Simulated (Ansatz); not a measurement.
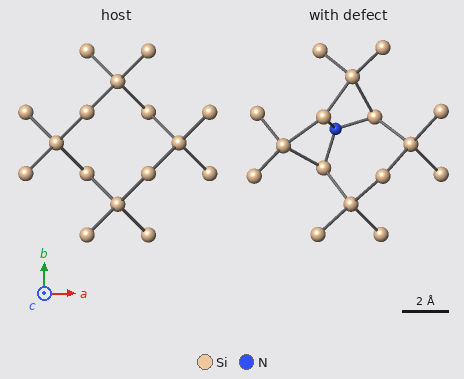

Left: perfect Si. Right: the same region with one point defect, after relaxing the atoms in a supercell of 32 sites. Style: ball-and-stick. Shown: the atoms within 4.6 Å of one point, in a slice 5.0 Å thick across the line of sight, along the c axis.

The calculation used DFT PBEsol, scalar-relativistic, plane waves, PAW in Ansatz. (plane-wave cutoff 420 eV; k-point mesh 3 × 3 × 3; occupations gaussian; smearing width 0.02 eV; no spin polarisation) The cell is small and the k-mesh coarse, so the numbers are rough. A uniform background neutralises the charged cell. The axes drawn are those of the host's conventional cell.

Question: What kind of defect was made?

Answer: An extra nitrogen atom is put between the host's atoms (an interstitial).

The charge state of the cell is +1.

Question: How does the lattice respond?

Answer: The N atom starts with 10 Si at 2.35 to 2.72 Å around its place and ends with 3 Si at 1.89 Å. Of the host's atoms, a silicon atom moves furthest from its site, by 0.38 Å. The N atom itself moves 0.08 Å from where it was put.
